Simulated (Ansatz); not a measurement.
# Geometry relaxation of Ga₄As₄H₉ (part 1 of 3)

The run: geometry relaxation of Ga₄As₄H₉ (34 atoms in the cell). Method and program: DFT PBE, scalar-relativistic, plane waves, PAW, no spin polarisation (Ansatz 0.2.0).

The structure derives from an entry of the Crystallography Open Database. It belongs to a series of runs on one base structure; here: wire along [0 0 1], 16 atoms a period, capped with H.

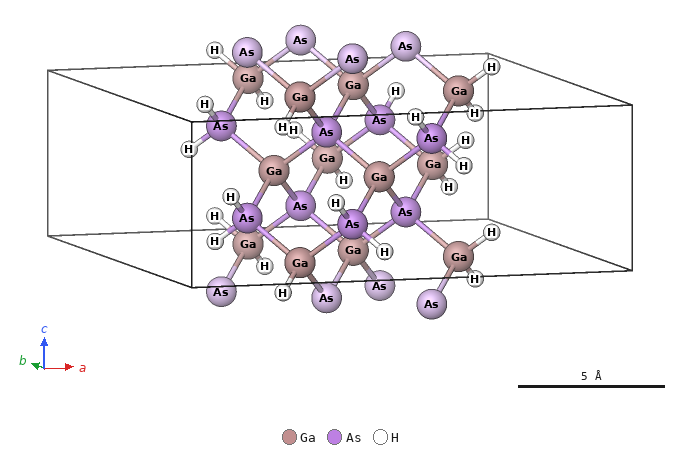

**Figure 1.** The starting structure (ball-and-stick view of the cell of the calculation, with the vacuum cut short, seen slightly off an axis; neighbours outside the cell are drawn fainter). An atom can appear more than once, as a periodic image.

### The input
```yaml
crystal:
  lattice:
    - [18.0, 0.0, 0.0]
    - [0.0, 18.3, 0.0]
    - [0.0, 0.0, 5.7453845737]
  atoms:
    - { symbol: Ga, position: [0.5390966286, 0.5384557003, 0.0] }
    - { symbol: As, position: [0.2997056047, 0.6169445606, 0.75] }
    - { symbol: As, position: [0.6188936366, 0.3029891194, 0.75] }
    - { symbol: As, position: [0.6188936366, 0.6169445606, 0.75] }
    - { symbol: Ga, position: [0.5390966286, 0.3814779797, 0.5] }
    - { symbol: Ga, position: [0.5390966286, 0.6954334209, 0.5] }
    - { symbol: As, position: [0.2997056047, 0.45996684, 0.25] }
    - { symbol: As, position: [0.6188936366, 0.45996684, 0.25] }
    - { symbol: Ga, position: [0.3795026127, 0.5384557003, 0.5] }
    - { symbol: Ga, position: [0.6986906445, 0.5384557003, 0.5] }
    - { symbol: As, position: [0.4592996206, 0.3029891194, 0.25] }
    - { symbol: As, position: [0.4592996206, 0.6169445606, 0.25] }
    - { symbol: Ga, position: [0.3795026127, 0.3814779797, 0.0] }
    - { symbol: Ga, position: [0.3795026127, 0.6954334209, 0.0] }
    - { symbol: Ga, position: [0.6986906445, 0.3814779797, 0.0] }
    - { symbol: As, position: [0.4592996206, 0.45996684, 0.75] }
    - { symbol: H, position: [0.250951582, 0.5689897841, 0.9027438935] }
    - { symbol: H, position: [0.250951582, 0.664899337, 0.5972561065] }
    - { symbol: H, position: [0.5701396138, 0.2550343429, 0.9027438935] }
    - { symbol: H, position: [0.6676476593, 0.2550343429, 0.5972561065] }
    - { symbol: H, position: [0.6676476593, 0.664899337, 0.9027438935] }
    - { symbol: H, position: [0.5894544021, 0.7449656571, 0.3422316364] }
    - { symbol: H, position: [0.4887388551, 0.7449656571, 0.6577683636] }
    - { symbol: H, position: [0.250951582, 0.5079216164, 0.0972561065] }
    - { symbol: H, position: [0.250951582, 0.4120120635, 0.4027438935] }
    - { symbol: H, position: [0.749048418, 0.5879879365, 0.3422316364] }
    - { symbol: H, position: [0.749048418, 0.4889234641, 0.6577683636] }
    - { symbol: H, position: [0.5080536434, 0.2550343429, 0.0972561065] }
    - { symbol: H, position: [0.4105455979, 0.2550343429, 0.4027438935] }
    - { symbol: H, position: [0.3291448392, 0.3319457435, 0.8422316364] }
    - { symbol: H, position: [0.3291448392, 0.7449656571, 0.1577683636] }
    - { symbol: H, position: [0.4298603862, 0.7449656571, 0.8422316364] }
    - { symbol: H, position: [0.749048418, 0.3319457435, 0.1577683636] }
    - { symbol: H, position: [0.749048418, 0.4310102159, 0.8422316364] }
basis:
  ecutwfc: 420
kpoints:
  mp_grid: { grid: [1, 1, 10] }
hamiltonian:
  xc: pbe
scf:
  occupations: { method: gaussian, width: 0.05 }
output:
  forces: true
  stress: true
  eigenvalues: true
  populations: true
  write_density: true
  write_potential: true
  elf: true
  volumetric_format: npy
relax:
  adjacent_minimum: "off"
  f_tol: 0.02
  max_steps: 45
  cell: { fix: [a, b, alpha, beta, gamma], stress_tol: 0.03 }
```

Hardware: 4 threads of Intel Xeon (Granite Rapids), 32 GiB of memory available, shared host.

Launch command:
```bash
ansatz run input.yaml --threads 4 --pin off --max-ram 11264MiB --backend cpu --events-out ev --progress --plain --runs-dir out
```

### The program's output
```
Engine: ansatz 0.2.0, x86_64-unknown-linux-gnu
Pseudopotentials: kind: paw
Pseudopotential: Ga, paw, valence charge 13, recommended cutoff 420 eV (normal), Ga.paw.azcp
Pseudopotential: As, paw, valence charge 15, recommended cutoff 420 eV (normal), As.paw.azcp
Pseudopotential: H, paw, valence charge 1, recommended cutoff 420 eV (normal), H.paw.azcp
Functional definition: PBE
  parameter kappa = 0.804
  parameter beta = 0.06672455060314922
  exchange = pbe_x(kappa = kappa, mu = beta*pi^2/3)
  correlation = pbe_c(beta = beta)
Crystal: 34 atoms, lattice volume = 1892.530 Å³
Basis set: ecut = 420 eV, 37027 PW (Γ), exchange–correlation on 250×250×80 points (8 copies of the dense FFT grid, shifted against one another)
Bands: 155, of which v1, the nominal top of the filled ones, is band 121 counted from 1 (120 counted from 0)
Symmetry: 1 space group operations
Space group: P1 (ITA 1), of the structure as read, at distance tolerance 1.2e-4 Å
k-points: 6 of 10 (time reversal used)
Non-local potential: Ga, projectors of the file, l = 0: 2, l = 1: 2, l = 2: 3, l = 3: 1
Non-local potential: As, projectors of the file, l = 0: 2, l = 1: 2, l = 2: 3, l = 3: 1
Non-local potential: H, projectors of the file, l = 0: 2, l = 1: 1
PAW form: soft (Blöchl's): semilocal exchange-correlation on the pseudo side does not see the compensation charge
PAW one-centre angular grid: Ga, 590 points (default); XC on 64 Gauss nodes
PAW one-centre angular grid: As, 590 points (default); XC on 64 Gauss nodes
PAW one-centre angular grid: H, 110 points (default); XC on 64 Gauss nodes
Initial density: superposition of atomic densities (neutral atoms: chi_scale 0, normalization atom), corrected by the library's trained network
Initial wavefunctions: pseudopotential atomic-orbital guess
Functional: x = pbe(κ = 0.804, μ = 0.2195149727645171), c = pbe(β = 0.06672455060314922)
SCF iter   1: F=—  HF=-69396.511966 eV  |F-HF|=—  |Δ(HF+E_count)|=         —  Δρ=3.12e-3  dr2=1.47e0  ethr=1.77e-3  ⟨swp⟩=6.8  Hψ=3885  notcnv=0  defer=35
preconditioner: auto → Resta (q_TF=auto, 1.937 Å⁻¹)  ε∞=1.6  [insulator: Δε(μ)=2.196 eV  Ē_g=13.761 eV  σ=0.050 eV  W_gap=1.00  n_scr=234 (ndim 8)  ℏωp=10.9 eV  f_vac=0.692  D(μ)=0.00/eV (n_scr^D=0)  ε∞_Penn≈1.6  vacuum switching on, ρ_ref=1.4e-2 e/Å³]
SCF iter   2: F=—  HF=-69396.255294 eV  |F-HF|=—  |Δ(HF+E_count)|=   2.57e-1  Δρ=2.52e-3  dr2=6.34e-1  ethr=6.07e-4  ⟨swp⟩=3.0  Hψ=1259  notcnv=0  defer=164
SCF iter   3: F=—  HF=-69396.147548 eV  |F-HF|=—  |Δ(HF+E_count)|=   1.08e-1  Δρ=8.45e-4  dr2=2.62e-2  ethr=2.62e-4  ⟨swp⟩=3.0  Hψ=1202  notcnv=0  defer=164
SCF iter   4: F=—  HF=-69396.147273 eV  |F-HF|=—  |Δ(HF+E_count)|=   2.75e-4  Δρ=3.70e-4  dr2=3.62e-3  ethr=1.08e-5  ⟨swp⟩=3.0  Hψ=1236  notcnv=0  defer=164
SCF iter   5: F=—  HF=-69396.147755 eV  |F-HF|=—  |Δ(HF+E_count)|=   4.82e-4  Δρ=1.24e-4  dr2=5.14e-4  ethr=1.50e-6  ⟨swp⟩=2.0  Hψ=1252  notcnv=0  defer=164
SCF iter   6: F=—  HF=-69396.147806 eV  |F-HF|=—  |Δ(HF+E_count)|=   5.11e-5  Δρ=4.18e-5  dr2=6.57e-5  ethr=2.12e-7  ⟨swp⟩=2.0  Hψ=1252  notcnv=0  defer=164
SCF iter   7: F=—  HF=-69396.147509 eV  |F-HF|=—  |Δ(HF+E_count)|=   2.97e-4  Δρ=1.87e-5  dr2=7.41e-6  ethr=2.71e-8  ⟨swp⟩=3.0  Hψ=1332  notcnv=0  defer=164
SCF iter   8: F=—  HF=-69396.147512 eV  |F-HF|=—  |Δ(HF+E_count)|=   3.65e-6  Δρ=6.86e-6  dr2=6.42e-7  ethr=3.06e-9  ⟨swp⟩=2.0  Hψ=1252  notcnv=0  defer=164
SCF iter   9: F=-69396.147514 eV  HF=-69396.147513 eV  |F-HF|=6.16e-8  |Δ(HF+E_count)|=   1.14e-6  Δρ=1.88e-6  dr2=6.33e-8  ethr=4.13e-11  ⟨swp⟩=20.8  Hψ=7745  notcnv=0
SCF 1 converged in 9 iterations: F = -69396.147514 eV  dr2 = 6.33e-8
  greatest PAW one-centre occupation: 0.999 electrons in one spin orbital (limit 2), on the As atom at site 1 (counted from 0), in its partial waves of l = 2
relax step   1: F+E_penalty+E_count = -69396.14751353 eV  Δ(F+E_penalty+E_count) = +0.000e0 eV  max|allowed force component| = 9.552e-1 eV/Å  Δτ_max = 0.0000 Å  P = +0.245 GPa  Ω = 1892.530 Å³  fix = [a, b, alpha, beta, gamma]  reactions: a +0.179, b +0.179 GPa; alpha +0.003, beta +0.002, gamma +0.014 GPa/rad  (9 SCF iters, dr2 threshold 1.00e-7 eV, accepted)
Crystal: 34 atoms, lattice volume = 1908.693 Å³
Basis set: ecut = 420 eV, 37311 PW (Γ), exchange–correlation on 250×250×80 points (8 copies of the dense FFT grid, shifted against one another)
Initial density: handed on by an earlier stage of this run
Initial wavefunctions: those handed on with the density
iter 1 solved again at ethr=3.08e-4 eV; its pass at ethr=3.10e-3 eV (dr2=7.44e-1 eV) is discarded
SCF iter   1: F=—  HF=-69397.688802 eV  |F-HF|=—  |Δ(HF+E_count)|=         —  Δρ=7.30e-3  dr2=7.47e-1  ethr=3.08e-4  ⟨swp⟩=4.2  Hψ=4215  notcnv=0
preconditioner: auto → Resta (q_TF=auto, 1.934 Å⁻¹)  ε∞=1.6  [insulator: Δε(μ)=1.983 eV  Ē_g=13.630 eV  σ=0.050 eV  W_gap=1.00  n_scr=234 (ndim 8)  ℏωp=10.8 eV  f_vac=0.690  D(μ)=0.00/eV (n_scr^D=0)  ε∞_Penn≈1.6  vacuum switching on, ρ_ref=1.3e-2 e/Å³]
SCF iter   2: F=—  HF=-69397.531618 eV  |F-HF|=—  |Δ(HF+E_count)|=   1.57e-1  Δρ=3.55e-3  dr2=1.42e-1  ethr=3.08e-4  ⟨swp⟩=5.2  Hψ=1623  notcnv=0
SCF iter   3: F=—  HF=-69397.532536 eV  |F-HF|=—  |Δ(HF+E_count)|=   9.18e-4  Δρ=1.09e-3  dr2=9.27e-2  ethr=5.86e-5  ⟨swp⟩=2.7  Hψ=1475  notcnv=0  defer=174
SCF iter   4: F=—  HF=-69397.514867 eV  |F-HF|=—  |Δ(HF+E_count)|=   1.77e-2  Δρ=3.66e-4  dr2=2.82e-3  ethr=3.83e-5  ⟨swp⟩=2.0  Hψ=940  notcnv=0  defer=174
SCF iter   5: F=—  HF=-69397.514653 eV  |F-HF|=—  |Δ(HF+E_count)|=   2.13e-4  Δρ=1.14e-4  dr2=1.89e-4  ethr=1.16e-6  ⟨swp⟩=2.0  Hψ=1559  notcnv=0  defer=171
SCF iter   6: F=—  HF=-69397.514716 eV  |F-HF|=—  |Δ(HF+E_count)|=   6.22e-5  Δρ=3.19e-5  dr2=1.64e-5  ethr=7.81e-8  ⟨swp⟩=2.0  Hψ=1363  notcnv=0  defer=171
SCF iter   7: F=-69397.514723 eV  HF=-69397.514722 eV  |F-HF|=6.49e-7  |Δ(HF+E_count)|=   6.87e-6  Δρ=1.01e-5  dr2=1.89e-6  ethr=1.40e-9  ⟨swp⟩=18.7  Hψ=9777  notcnv=0
SCF 2 converged in 7 iterations: F = -69397.514723 eV  dr2 = 1.89e-6
  greatest PAW one-centre occupation: 0.999 electrons in one spin orbital (limit 2), on the As atom at site 2 (counted from 0), in its partial waves of l = 2
relax step   2: F+E_penalty+E_count = -69397.51472305 eV  Δ(F+E_penalty+E_count) = -1.367e0 eV  max|allowed force component| = 5.496e-1 eV/Å  Δτ_max = 0.1948 Å  P = +0.060 GPa  Ω = 1908.693 Å³  energy of the carried Pulay correction = -2.503e-3 eV  fix = [a, b, alpha, beta, gamma]  reactions: a +0.007, b +0.007 GPa; alpha -0.031, beta -0.031, gamma -0.023 GPa/rad  (7 SCF iters, dr2 threshold 3.40e-6 eV, accepted)
[... from here on the SCF iterations and repeated set-up lines of each step are left out, up to the last step ...]
SCF 3 converged in 8 iterations: F = -69397.903706 eV  dr2 = 2.77e-7
relax step   3: F+E_penalty+E_count = -69397.90370575 eV  Δ(F+E_penalty+E_count) = -3.890e-1 eV  max|allowed force component| = 1.986e-1 eV/Å  Δτ_max = 0.1943 Å  P = -0.071 GPa  Ω = 1924.460 Å³  energy of the carried Pulay correction = -4.925e-3 eV  fix = [a, b, alpha, beta, gamma]  reactions: a -0.106, b -0.106 GPa; alpha -0.051, beta -0.051, gamma +0.002 GPa/rad  (8 SCF iters, dr2 threshold 3.40e-6 eV, accepted)
SCF 4 converged in 7 iterations: F = -69398.057199 eV  dr2 = 9.73e-7
relax step   4: F+E_penalty+E_count = -69398.05719927 eV  Δ(F+E_penalty+E_count) = -1.535e-1 eV  max|allowed force component| = 1.259e-1 eV/Å  Δτ_max = 0.2000 Å  P = -0.034 GPa  Ω = 1930.376 Å³  energy of the carried Pulay correction = -5.828e-3 eV  fix = [a, b, alpha, beta, gamma]  reactions: a -0.034, b -0.034 GPa; alpha +0.002, beta +0.002, gamma +0.015 GPa/rad  (7 SCF iters, dr2 threshold 2.47e-6 eV, accepted)
SCF 5 converged in 7 iterations: F = -69398.130929 eV  dr2 = 9.06e-7
relax step   5: F+E_penalty+E_count = -69398.13092865 eV  Δ(F+E_penalty+E_count) = -7.373e-2 eV  max|allowed force component| = 1.224e-1 eV/Å  Δτ_max = 0.2000 Å  P = -0.010 GPa  Ω = 1936.199 Å³  energy of the carried Pulay correction = -6.715e-3 eV  fix = [a, b, alpha, beta, gamma]  reactions: a -0.025, b -0.025 GPa; alpha -0.010, beta -0.011, gamma +0.009 GPa/rad  (7 SCF iters, dr2 threshold 9.90e-7 eV, accepted)
SCF 6 converged in 7 iterations: F = -69398.162411 eV  dr2 = 4.39e-7
relax step   6: F+E_penalty+E_count = -69398.16241066 eV  Δ(F+E_penalty+E_count) = -3.148e-2 eV  max|allowed force component| = 1.557e-1 eV/Å  Δτ_max = 0.1912 Å  P = -0.056 GPa  Ω = 1943.343 Å³  energy of the carried Pulay correction = -7.799e-3 eV  fix = [a, b, alpha, beta, gamma]  reactions: a -0.079, b -0.078 GPa; alpha -0.032, beta -0.032, gamma +0.024 GPa/rad  (7 SCF iters, dr2 threshold 9.36e-7 eV, accepted)
SCF 7 converged in 6 iterations: F = -69398.170488 eV  dr2 = 5.84e-7
relax step   7: F+E_penalty+E_count = -69398.17048763 eV  Δ(F+E_penalty+E_count) = -8.077e-3 eV  max|allowed force component| = 1.614e-1 eV/Å  Δτ_max = 0.0677 Å  P = +0.039 GPa  Ω = 1946.203 Å³  energy of the carried Pulay correction = -8.232e-3 eV  fix = [a, b, alpha, beta, gamma]  reactions: a +0.023, b +0.023 GPa; alpha +0.018, beta +0.018, gamma -0.015 GPa/rad  (6 SCF iters, dr2 threshold 1.52e-6 eV, accepted)
SCF 8 converged in 6 iterations: F = -69398.180101 eV  dr2 = 5.50e-7
relax step   8: F+E_penalty+E_count = -69398.18010113 eV  Δ(F+E_penalty+E_count) = -9.614e-3 eV  max|allowed force component| = 2.709e-2 eV/Å  Δτ_max = 0.0758 Å  P = -0.003 GPa  Ω = 1951.016 Å³  energy of the carried Pulay correction = -8.958e-3 eV  fix = [a, b, alpha, beta, gamma]  reactions: a -0.004, b -0.004 GPa; alpha -0.004, beta -0.004, gamma -0.003 GPa/rad  (6 SCF iters, dr2 threshold 1.63e-6 eV, accepted)
SCF 9 converged in 8 iterations: F = -69398.184833 eV  dr2 = 7.68e-9
relax step   9: F+E_penalty+E_count = -69398.18483344 eV  Δ(F+E_penalty+E_count) = -4.732e-3 eV  max|allowed force component| = 3.963e-2 eV/Å  Δτ_max = 0.0828 Å  P = +0.001 GPa  Ω = 1955.846 Å³  energy of the carried Pulay correction = -9.686e-3 eV  fix = [a, b, alpha, beta, gamma]  reactions: a -0.004, b -0.004 GPa; alpha +0.000, beta +0.000, gamma -0.003 GPa/rad  (8 SCF iters, dr2 threshold 4.59e-8 eV, accepted)
SCF 10 converged in 7 iterations: F = -69398.186818 eV  dr2 = 6.37e-8
relax step  10: F+E_penalty+E_count = -69398.18681777 eV  Δ(F+E_penalty+E_count) = -1.984e-3 eV  max|allowed force component| = 3.587e-2 eV/Å  Δτ_max = 0.0785 Å  P = -0.014 GPa  Ω = 1961.370 Å³  energy of the carried Pulay correction = -1.052e-2 eV  fix = [a, b, alpha, beta, gamma]  reactions: a -0.023, b -0.022 GPa; alpha -0.008, beta -0.008, gamma +0.014 GPa/rad  (7 SCF iters, dr2 threshold 9.82e-8 eV, accepted)
SCF 11 converged in 7 iterations: F = -69398.187656 eV  dr2 = 2.44e-8
relax step  11: F+E_penalty+E_count = -69398.18765553 eV  Δ(F+E_penalty+E_count) = -8.378e-4 eV  max|allowed force component| = 2.594e-2 eV/Å  Δτ_max = 0.0445 Å  P = -0.011 GPa  Ω = 1964.294 Å³  energy of the carried Pulay correction = -1.095e-2 eV  fix = [a, b, alpha, beta, gamma]  reactions: a -0.013, b -0.013 GPa; alpha -0.005, beta -0.005, gamma -0.002 GPa/rad  (7 SCF iters, dr2 threshold 8.04e-8 eV, accepted)
SCF 12 converged in 6 iterations: F = -69398.188238 eV  dr2 = 2.38e-8
relax step  12: F+E_penalty+E_count = -69398.18823762 eV  Δ(F+E_penalty+E_count) = -5.821e-4 eV  max|allowed force component| = 1.281e-2 eV/Å  Δτ_max = 0.0111 Å  P = -0.007 GPa  Ω = 1964.089 Å³  energy of the carried Pulay correction = -1.092e-2 eV  fix = [a, b, alpha, beta, gamma]  reactions: a -0.007, b -0.007 GPa; alpha -0.004, beta -0.004, gamma +0.000 GPa/rad  (6 SCF iters, dr2 threshold 4.20e-8 eV, accepted)
Initial wavefunctions: pseudopotential atomic-orbital guess (no wavefunctions were taken with the density)
iter 1 solved again at ethr=3.66e-7 eV; its pass at ethr=3.10e-3 eV (dr2=8.86e-4 eV) is discarded
SCF iter   1: F=—  HF=-69398.149163 eV  |F-HF|=—  |Δ(HF+E_count)|=         —  Δρ=2.31e-4  dr2=3.23e-5  ethr=3.66e-7  ⟨swp⟩=3.7  Hψ=6562  notcnv=0
preconditioner: auto → Resta (q_TF=auto, 1.925 Å⁻¹)  ε∞=1.6  [insulator: Δε(μ)=2.703 eV  Ē_g=13.758 eV  σ=0.050 eV  W_gap=1.00  n_scr=234 (ndim 8)  ℏωp=10.7 eV  f_vac=0.693  D(μ)=0.00/eV (n_scr^D=0)  ε∞_Penn≈1.6  vacuum switching on, ρ_ref=1.4e-2 e/Å³]
SCF iter   2: F=—  HF=-69398.184637 eV  |F-HF|=—  |Δ(HF+E_count)|=   3.55e-2  Δρ=1.16e-4  dr2=1.02e-5  ethr=1.34e-8  ⟨swp⟩=4.3  Hψ=1980  notcnv=0
SCF iter   3: F=—  HF=-69398.199060 eV  |F-HF|=—  |Δ(HF+E_count)|=   1.44e-2  Δρ=3.49e-5  dr2=4.67e-6  ethr=4.23e-9  ⟨swp⟩=3.2  Hψ=1524  notcnv=0
SCF iter   4: F=—  HF=-69398.201150 eV  |F-HF|=—  |Δ(HF+E_count)|=   2.09e-3  Δρ=6.30e-6  dr2=3.43e-7  ethr=1.93e-9  ⟨swp⟩=2.0  Hψ=1319  notcnv=0  defer=1
SCF iter   5: F=—  HF=-69398.201272 eV  |F-HF|=—  |Δ(HF+E_count)|=   1.22e-4  Δρ=1.47e-6  dr2=3.70e-8  ethr=1.42e-10  ⟨swp⟩=2.0  Hψ=1530  notcnv=0  defer=1
SCF iter   6: F=—  HF=-69398.201279 eV  |F-HF|=—  |Δ(HF+E_count)|=   6.79e-6  Δρ=5.63e-7  dr2=3.88e-9  ethr=1.53e-11  ⟨swp⟩=2.0  Hψ=1476  notcnv=0  defer=1
SCF iter   7: F=—  HF=-69398.201281 eV  |F-HF|=—  |Δ(HF+E_count)|=   1.97e-6  Δρ=1.90e-7  dr2=5.99e-10  ethr=1.60e-12  ⟨swp⟩=2.0  Hψ=1356  notcnv=0  defer=1
SCF iter   8: F=-69398.201281 eV  HF=-69398.201281 eV  |F-HF|=1.52e-8  |Δ(HF+E_count)|=   1.94e-7  Δρ=4.78e-8  dr2=6.37e-11  ethr=1.00e-12  ⟨swp⟩=14.0  Hψ=5497  notcnv=0
SCF 13 converged in 8 iterations: F = -69398.201281 eV  dr2 = 6.37e-11
relax step  13: F+E_penalty+E_count = -69398.20128085 eV  Δ(F+E_penalty+E_count) = -1.304e-2 eV  max|allowed force component| = 1.319e-2 eV/Å  Δτ_max = 0.0000 Å  P = -0.003 GPa  Ω = 1964.089 Å³  fix = [a, b, alpha, beta, gamma]  reactions: a -0.005, b -0.005 GPa; alpha -0.004, beta -0.004, gamma +0.001 GPa/rad  stress off target by 5.28e-4 GPa on what of the cell is left free  SCF on the basis re-selected at this cell (its energy is not comparable with the rows above)  (8 SCF iters)
```

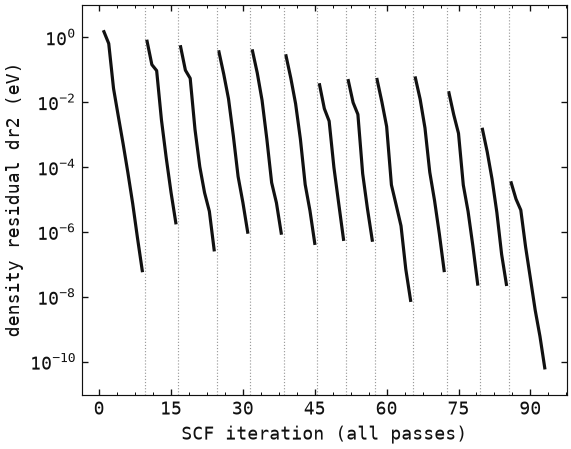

**Figure 2.** Convergence of the self-consistent field: density residual dr2 against the SCF iteration. The dotted lines part the SCF passes of the relaxation: geometry steps, rejected trials and re-solves on a re-selected basis. The 13 passes take 6 to 9 iterations each, 93 in all.
